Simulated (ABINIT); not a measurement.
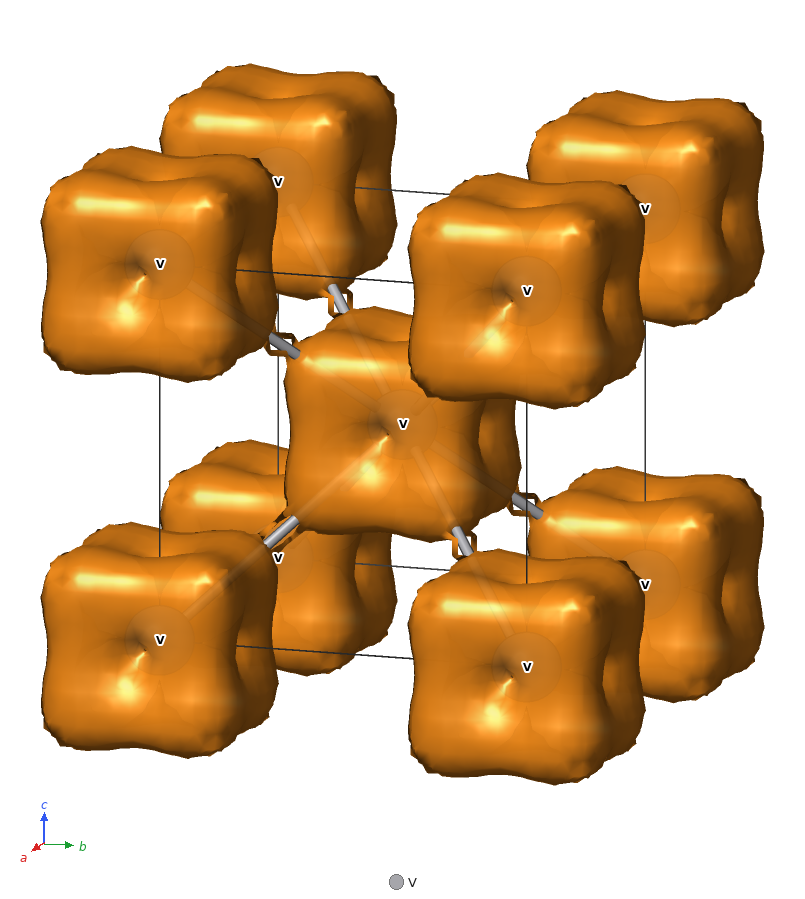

Figure 1: V. Isosurfaces of the magnetisation density (up minus down) at +0.04 (orange) and −0.04 e/Å³ (purple), seen slightly off an axis. Sticks mark near contacts.

Space group Im-3m; computed pressure about −7 GPa in this cell; spin-polarised.

Level of theory: Kohn-Sham DFT of a periodic cell, r2SCAN, SG15 NC PBE v1.2 in ABINIT.

The density is the valence pseudo-density of a pseudopotential calculation; it isn't the true density close to the nuclei.

```
V
1.0
     3.02870    0.00000    0.00000
     0.00000    3.02870    0.00000
     0.00000    0.00000    3.02870
V
2
Direct
  0.00000 0.00000 0.00000
  0.50000 0.50000 0.50000
```

> Where is the spin, and how is it ordered?

The spin density sits on V: +0.4 μB (×2) in one cell of 2 atoms: parallel main moments, as they must be, since the calculation's own cell holds one magnetic site. The cell of the calculation (1 atoms) carries 0.6 μB of net spin moment.
